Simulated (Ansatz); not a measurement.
B

The calculation's input:

```
crystal:
  lattice:
    - [3.6804902202, 0.0, 0.0]
    - [0.0, 3.6804902202, 0.0]
    - [0.0, 0.0, 3.6804902202]
  atoms:
    - { symbol: B, position: [0.0, 1.0, 1.0] }
    - { symbol: B, position: [0.5, 0.5, 0.5] }
    - { symbol: B, position: [0.25, 1.0, 0.5] }
    - { symbol: B, position: [0.75, 0.0, 0.5] }
    - { symbol: B, position: [0.5, 0.25, 1.0] }
    - { symbol: B, position: [0.5, 0.75, 0.0] }
    - { symbol: B, position: [1.0, 0.5, 0.25] }
    - { symbol: B, position: [1.0, 0.5, 0.75] }
hamiltonian:
  xc: revpbe
  pseudopotentials:
    kind: paw
    azcp:
      B: "pseudopotentials/B.paw.azcp"
basis:
  ecutwfc: 420
  fft_grid_basis: typed
kpoints:
  mp_grid: { grid: [9, 9, 9], shift: [0, 0, 0] }
magnetization:
  spin_polarized: false
scf:
  occupations: { method: fermi_dirac, width: 0.1 }
output:
  write_density: true
  write_potential: true
  elf: true
  volumetric_format: npy
```

Command:

```sh
ansatz run input.yaml --threads 4 --pin off --max-ram 8192MiB --backend cpu --events-out ev --progress --plain --runs-dir out
```

Below, planes, directions and counts refer to the conventional cell (a = 3.68 Å, b = 3.68 Å, c = 3.68 Å, α = 90.00°, β = 90.00°, γ = 90.00°).

Space group Pm-3n; set up as B, A15; a generated structure, not necessarily the stable one.

These are results of Ansatz, DFT, revPBE, plane waves (420 eV) with PAW, scalar-relativistic, not measurements.

Question: What can the converged valence pseudo-density and electron localisation function tell about the bonding?

Answer: B–B (1.84 Å): the density is about 0.71 e/Å³ at the midpoint; the ELF peaks at about 0.80 between the atoms.

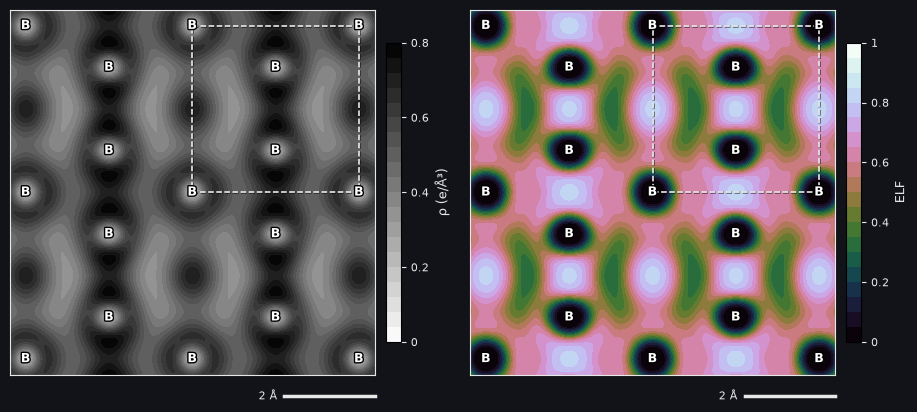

Computed valence pseudo-density and electron localisation function on the (010) plane of the conventional cell, in this order. Atoms just off the plane (B, 0.9 Å away) can leave unmarked features too.
